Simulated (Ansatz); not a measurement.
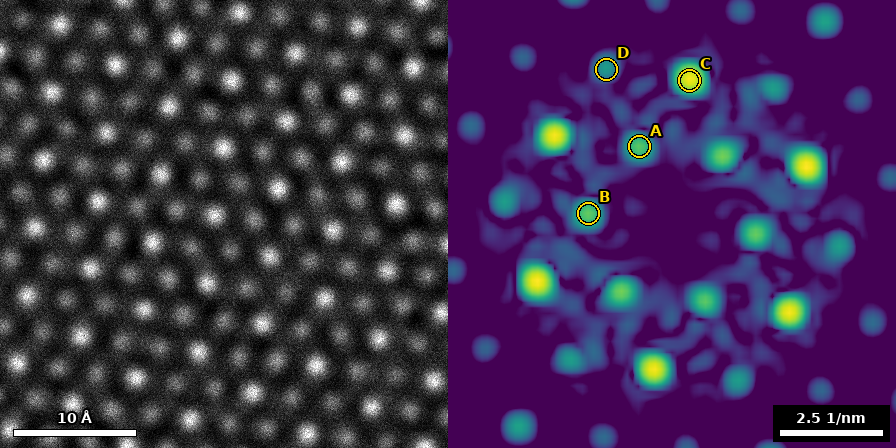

Z-contrast image of Cs (P6_3/mmc, No. 194) along [001]. Simulation: incoherent imaging, intensity Z^1.7 per atom, probe width 1.30 Å, thin sample. The probe carries 25 % of its weight in a tail 2.5 times as wide. Shot noise and the speckle of an amorphous layer were added. Model: coordinates from a relaxation with DFT, BLYP, plane waves (420 eV) with PAW, scalar-relativistic (Ansatz 0.2.0); the starting structure was generated, so it need not be a known form of this composition.

The right panel is the modulus of the image's Fourier transform on a logarithmic scale.

a = 5.604 Å, b = 5.604 Å, c = 18.354 Å, α = 90.00°, β = 90.00°, γ = 120.00°

Q: Index the marked spots and give their plane spacings (the zone axis points at the viewer; indices equivalent by symmetry, or all signs reversed, are as good).

A: (-1 1 0), d = 4.85 Å; B: (-1 0 0), d = 4.85 Å; C: (-1 2 0), d = 2.80 Å; D: (-2 2 0), d = 2.43 Å. A and B enclose 60°, and every spot obeys the zone law hu + kv + lw = 0 for [001].
